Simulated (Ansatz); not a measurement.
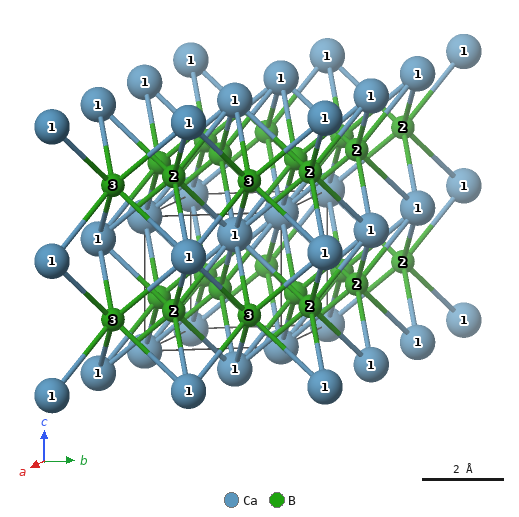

This is a symmetric starting cell of CaB₂ (made from another compound by putting Ca in place of Be). The picture is a ball-and-stick view of the cell of the calculation, repeated 3 × 2 × 2 with one cell outlined, seen slightly off an axis.

The calculation used DFT PBE, scalar-relativistic, plane waves, PAW (Ansatz 0.2.0). Settings: plane-wave cutoff 420 eV; k-point mesh 15 × 15 × 12; occupations gaussian; smearing width 0.1 eV; no spin polarisation.

The variant: All lengths are scaled by +2.3 % (volume +7.1 %), the atoms keeping their fractional coordinates. No relaxation follows. The starting cell wasn't computed here and needn't be at equilibrium, so pressure and forces aren't due to the change alone.

### What is the effect?

The pressure is −4.0 GPa (not all of it need come from the change, since the unchanged cell can be under pressure at this level too). The principal stresses (compression positive) are 20.4 GPa along c and −16.2 GPa across it. All forces vanish by symmetry. Some distances before and after: B–Ca 2.624 → 2.685 Å. The space group stays P6/mmm (No. 191).

Drawn alike, the variant:

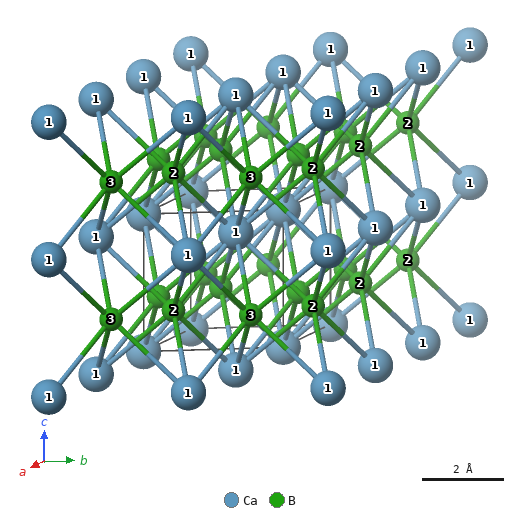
